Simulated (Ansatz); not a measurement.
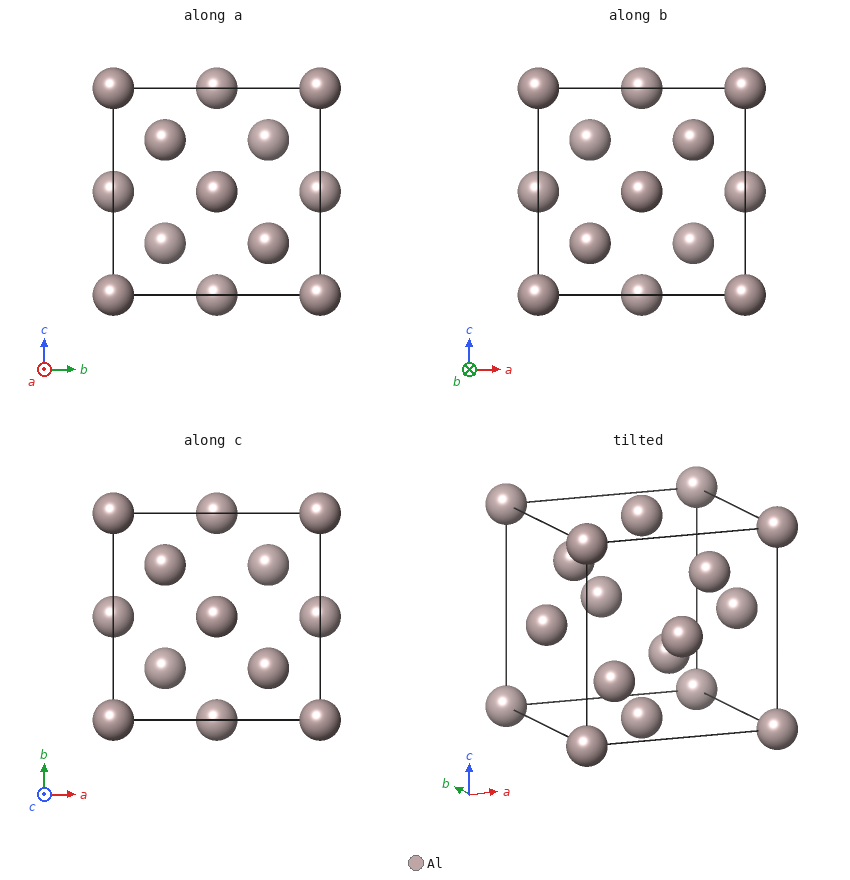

A spheres-only picture of a crystal structure, seen along the a axis, along the b axis, along the c axis and slightly off an axis. One conventional unit cell is framed, with atoms on its boundary repeated.

Lattice parameters: a = 6.0275 Å, b = 6.0275 Å, c = 6.0275 Å, α = 90.000°, β = 90.000°, γ = 90.000°.

Put the structure into a CIF in P1 with every atom of the cell.

```cif
data_structure
_symmetry_space_group_name_H-M 'P 1'
_symmetry_Int_Tables_number 1
_cell_length_a 6.0275
_cell_length_b 6.0275
_cell_length_c 6.0275
_cell_angle_alpha 90.000
_cell_angle_beta 90.000
_cell_angle_gamma 90.000
_cell_volume 218.98
loop_
_atom_site_label
_atom_site_type_symbol
_atom_site_fract_x
_atom_site_fract_y
_atom_site_fract_z
_atom_site_occupancy
Al1 Al 0.7500 0.7500 0.2500 1
Al2 Al 0.0000 0.5000 0.5000 1
Al3 Al 0.7500 0.2500 0.7500 1
Al4 Al 0.0000 0.0000 0.0000 1
Al5 Al 0.2500 0.7500 0.7500 1
Al6 Al 0.5000 0.5000 0.0000 1
Al7 Al 0.2500 0.2500 0.2500 1
Al8 Al 0.5000 0.0000 0.5000 1
```

Source of the structure: a structure type filled with this element by a generator (whether the element takes this form wasn't checked). Earlier steps of the study may have refined or changed the cell and positions. It went into a calculation with Ansatz.
